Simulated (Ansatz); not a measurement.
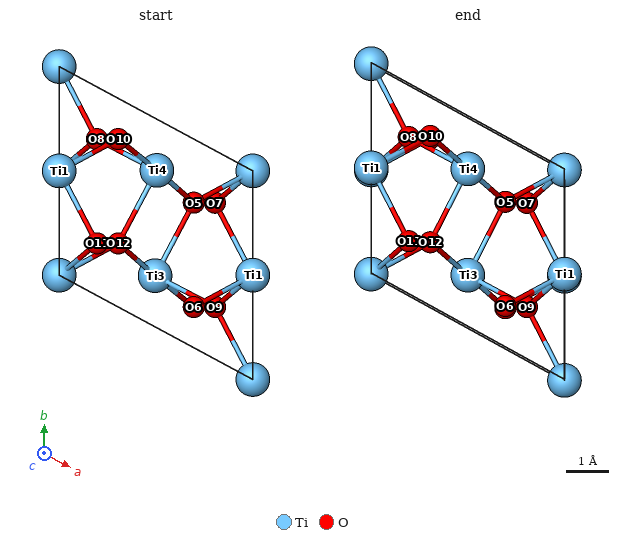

The structure of crystalline TiO$_{2}$ (set up in Imma) before (left) and after (right) a relaxation, at one scale.

A ball-and-stick model of the cell of the calculation, seen along the c axis.

The run lets cell and atoms move.

Computed with Kohn-Sham DFT of a periodic cell, PBE, DFT+U, Ansatz PAW in Ansatz.

Input file:
```yaml
crystal:
  lattice:
    - [-2.97316, 3.287369, 3.287402]
    - [2.97316, -3.287369, 3.287402]
    - [2.97316, 3.287369, -3.287402]
  atoms:
    - { symbol: Ti, position: [0.0, 0.5, 0.0] }
    - { symbol: Ti, position: [0.0, 0.0, 0.5] }
    - { symbol: Ti, position: [0.495245, 0.245245, 0.25] }
    - { symbol: Ti, position: [0.504755, 0.754755, 0.75] }
    - { symbol: O, position: [0.695081, 0.69523, 0.500149] }
    - { symbol: O, position: [0.695081, 0.194932, 0.999851] }
    - { symbol: O, position: [0.804516, 0.749617, 0.054899] }
    - { symbol: O, position: [0.194718, 0.749617, 0.445101] }
    - { symbol: O, position: [0.805282, 0.250383, 0.554899] }
    - { symbol: O, position: [0.304919, 0.805068, 0.000149] }
    - { symbol: O, position: [0.195484, 0.250383, 0.945101] }
    - { symbol: O, position: [0.304919, 0.30477, 0.499851] }
hamiltonian:
  xc: pbe
  pseudopotentials: { kind: paw }
  hubbard: { sites: [{ species: Ti, l: d, u_eff: 6.0 }] }
kpoints:
  mp_grid: { grid: [6, 6, 6] }
scf:
  occupations: { method: fermi_dirac, width: 0.05 }
output:
  forces: true
  stress: true
  eigenvalues: true
  write_density: true
  write_potential: true
  elf: true
  volumetric_format: npy
relax:
  f_tol: 0.01
  max_steps: 40
  cell: { stress_tol: 0.05 }
```

Run as
```bash
ansatz run input.yaml --threads 4 --pin off --max-ram 11264MiB --backend cpu --events-out ev --progress --plain --runs-dir out
```

What changed between the two?

Answer. The largest moves relative to the cell, 0.031 Å, are those of Ti atoms. Largest moves by element: Ti 0.031 Å, O 0.007 Å. The volume changes by +1.5 %, with a = b = c 5.518 → 5.542 Å (+0.4 %), α 114.8° → 113.7°, β 106.9° → 107.4°, γ 106.9° → 107.4°. Near-neighbour distances that change, for instance: Ti–Ti 2.974 → 3.030 Å, O–Ti 1.942 → 1.979 Å, O–Ti 1.964 → 1.979 Å, O–Ti 1.985 → 1.979 Å. Bond angles that change, for instance: O–Ti–O 97.1° → 99.9°. The space group (tolerance 0.01 Å) goes from Imma (No. 74) to P4_2/mnm (No. 136). After 4 accepted moves (6 points after the start) the energy has fallen by 65.7 meV per cell of the calculation. The largest force component goes from 0.18 to 0.00052 eV/Å. The pressure goes from 3.99 to 0.01 GPa. The SCF was repeated twice at an unchanged geometry on a basis and grid sized afresh for the cell, which shifted the energy by 9.9 meV per cell of the calculation at most.
